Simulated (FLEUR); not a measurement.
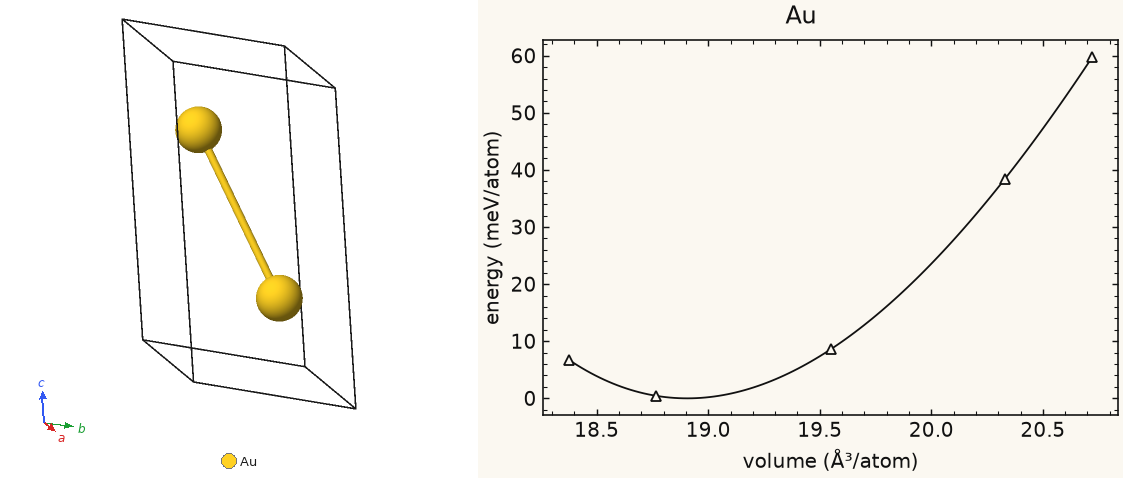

Plotted: energy against volume for Au, space group P-1 (No. 2). The conventional cell is drawn beside the plot.

Cell as given: a = 2.815 Å, b = 2.820 Å, c = 5.191 Å, α = 103.14°, β = 102.66°, γ = 90.26°; 2 atoms.

Computed with FLEUR MaX-R8.1 (later development tree): all-electron LAPW DFT, no spin polarisation; energies at scaled volumes of the given cell, shape and fractions fixed, counted from the fit's minimum, third-order Birch-Murnaghan fit. Level: r2SCAN.

```
         setting                          value
          k mesh                        10×10×6
     occupations                    Fermi–Dirac
  smearing width                        0.05 eV
      potentials                   all electron
program settings  basis FLAPW, kmax 4.22 1/bohr
```

### Give the fitted equation-of-state parameters.

A third-order Birch–Murnaghan fit gives V0 = 18.91 Å³/atom, B0 = 136 GPa and B′ = 6.0.

Keep in mind: spin-orbit coupling left out, heavy elements; shape and atomic fractions are frozen while scaling, which makes layered, chain and framework solids too stiff.
